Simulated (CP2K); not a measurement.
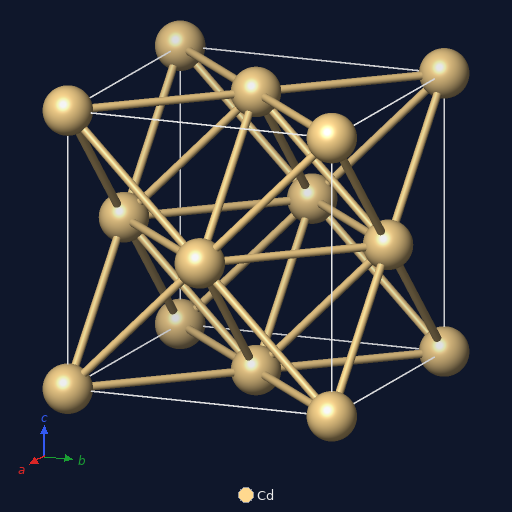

System: Cd, space group Fm-3m (No. 225). The picture shows the conventional cell.

Structure:
```cif
data_structure
_symmetry_space_group_name_H-M 'P 1'
_symmetry_Int_Tables_number 1
_cell_length_a 3.1369
_cell_length_b 3.1369
_cell_length_c 3.1369
_cell_angle_alpha 60.000
_cell_angle_beta 60.000
_cell_angle_gamma 60.000
_cell_volume 21.83
loop_
_atom_site_label
_atom_site_type_symbol
_atom_site_fract_x
_atom_site_fract_y
_atom_site_fract_z
_atom_site_occupancy
Cd1 Cd 0.00000 0.00000 0.00000 1
```

Computed with CP2K 2026.2: DFT in Gaussian orbitals with a plane-wave density, no spin polarisation; energies at scaled volumes of the given cell, shape and fractions fixed, counted from the fit's minimum, third-order Birch-Murnaghan fit. Level: PBE.

k mesh 10×10×10; occupations Fermi–Dirac; smearing width 0.05 eV; potentials GTH PBE with UZH TZVP basis; density cutoff 6123 eV; program settings ngrids 5, basis sets Cd TZVP-MOLOPT-PBE-GTH-q12, cutoff ry 450 Ry, rel cutoff ry 60 Ry.

Describe the result: the energy and pressure against volume. The volume takes the values 20.52, 20.95, 21.39, 21.83, 22.26, 22.70, 23.14 Å³/atom.

A third-order Birch–Murnaghan fit gives V0 = 22.98 Å³/atom, B0 = 44.2 GPa and B′ = 4.8. The energy falls from 45.28 meV/atom at volume 20.52 Å³/atom to 0.15 meV/atom at 23.14 Å³/atom. The pressure falls from 6.59 GPa at volume 20.52 Å³/atom to −0.30 GPa at 23.14 Å³/atom, and changes sign near 22.98 Å³/atom.

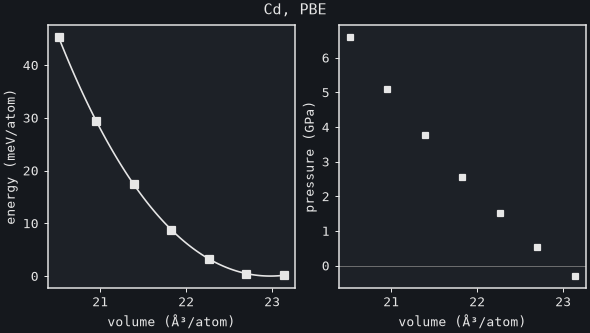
